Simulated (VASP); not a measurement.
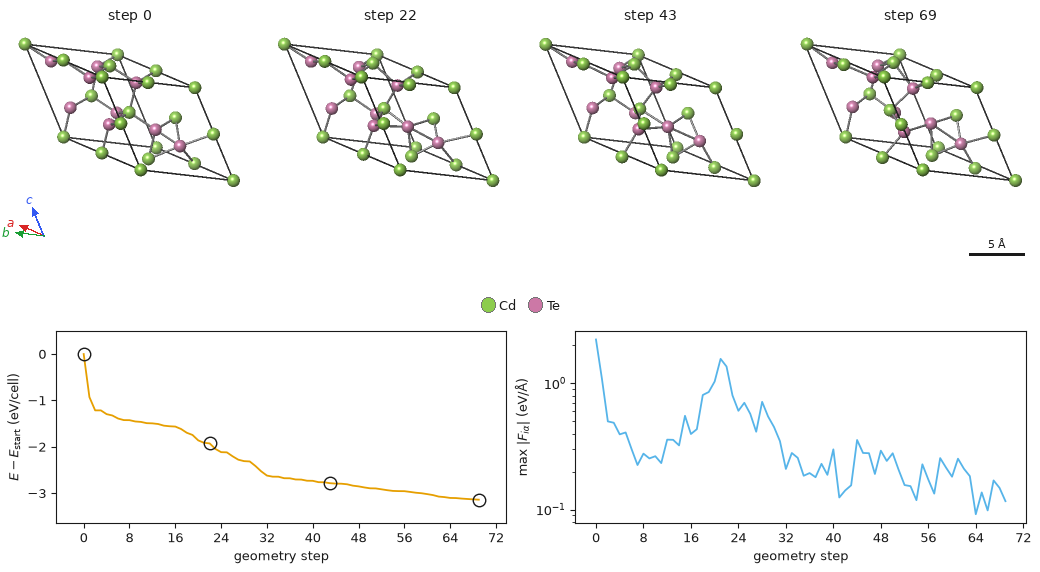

Frames of a relaxation of a defect cell of composition Cd₈Te₉, marked on the history of the run. The picture is a ball-and-stick view of the cell of the calculation, reduced to other axes (origin shifted), seen from a free direction. Lengths and directions refer to the drawn axes.

The run lets the atoms move in a fixed cell.

These are results of Kohn-Sham DFT of a periodic cell, PBE, VASP PAW PBE potentials, recommended (VASP), not measurements.

Input file:
```
  PREC = Normal
  ENCUT = 450
  EDIFF = 1E-6
  ISMEAR = 0
  SIGMA = 0.01
  LREAL = Auto
  LASPH = True
  NELM = 80
  ALGO = Normal
  ISIF = 2
  LWAVE = False
  LCHARG = False
  GGA = PE
  IBRION = 2
  NSW = 70
  EDIFFG = -0.025
  ICORELEVEL = 1
  NELECT = 152.0
  ISYM = 0
```

Command:
```bash
cat potpaw_PBE.64/Cd/POTCAR potpaw_PBE.64/Te/POTCAR > POTCAR
mpirun -np 4 vasp_std > vasp.out
```

Question: What happens along the run?

Answer: The relaxation stopped without meeting its thresholds, so the last structure isn't shown to be converged. A Cd atom moves most: 1.80 Å along [1 3 0]. By element the largest moves are Cd 1.80 Å, Te 1.54 Å. The lattice vectors keep their values. Among the contacts that change: Cd–Te 2.907 → 4.480 Å, Te–Te 4.679 → 3.175 Å, Cd–Te 2.895 → 3.958 Å, Te–Te 3.009 → 3.865 Å. Bonds break: Cd–Te (2.90 → 3.96 Å). Bond angles that change, for instance: Cd–Te–Te 176.7° → 74.1°, Cd–Te–Cd 91.0° → 133.3°, Cd–Te–Te 56.4° → 92.3°. Over 69 geometry steps the energy falls by 3.138 eV per cell of the calculation. The largest force component goes from 2.2 to 0.12 eV/Å. From step 0 to 22: a Te atom moves most (0.86 Å), energy −1.926 eV per cell of the calculation. From step 22 to 43: a Te atom moves most (0.79 Å), energy −0.857 eV per cell of the calculation. From step 43 to 69: a Cd atom moves most (1.05 Å), energy −0.355 eV per cell of the calculation.
